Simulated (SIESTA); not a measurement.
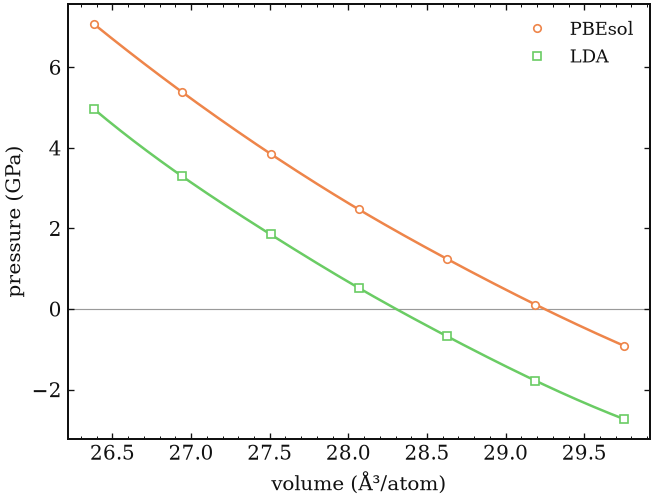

Plotted: pressure against volume, with one curve for each functional, for HgSe (space group F-43m).

Calculation (SIESTA 5.4.2): DFT in numerical atomic orbitals with pseudopotentials, no spin polarisation; energies at scaled volumes of the given cell, shape and fractions fixed, counted from the fit's minimum, third-order Birch-Murnaghan fit. All runs: no spin polarisation.

```json
{"setting": "k mesh", "value": "8×8×8"}
{"setting": "occupations", "value": "Fermi–Dirac"}
{"setting": "smearing width", "value": "0.05 eV"}
{"setting": "potentials", "value": "PseudoDojo 0.4 standard, converted to PSML, two zetas on semicore shells"}
```

Tabulate the plotted points.

PBEsol:
```json
{"volume (Å³/atom)": "26.38", "pressure (GPa)": "7.07"}
{"volume (Å³/atom)": "26.94", "pressure (GPa)": "5.38"}
{"volume (Å³/atom)": "27.51", "pressure (GPa)": "3.85"}
{"volume (Å³/atom)": "28.07", "pressure (GPa)": "2.47"}
{"volume (Å³/atom)": "28.63", "pressure (GPa)": "1.24"}
{"volume (Å³/atom)": "29.19", "pressure (GPa)": "0.11"}
{"volume (Å³/atom)": "29.75", "pressure (GPa)": "-0.91"}
```

LDA:
```json
{"volume (Å³/atom)": "26.38", "pressure (GPa)": "4.96"}
{"volume (Å³/atom)": "26.94", "pressure (GPa)": "3.29"}
{"volume (Å³/atom)": "27.51", "pressure (GPa)": "1.85"}
{"volume (Å³/atom)": "28.07", "pressure (GPa)": "0.52"}
{"volume (Å³/atom)": "28.63", "pressure (GPa)": "-0.68"}
{"volume (Å³/atom)": "29.19", "pressure (GPa)": "-1.78"}
{"volume (Å³/atom)": "29.75", "pressure (GPa)": "-2.73"}
```

Limits of the calculation: mulliken charges of long orbitals; short basis over semicore shells; spin-orbit coupling left out, heavy elements; valence orbitals made in semicore potential.
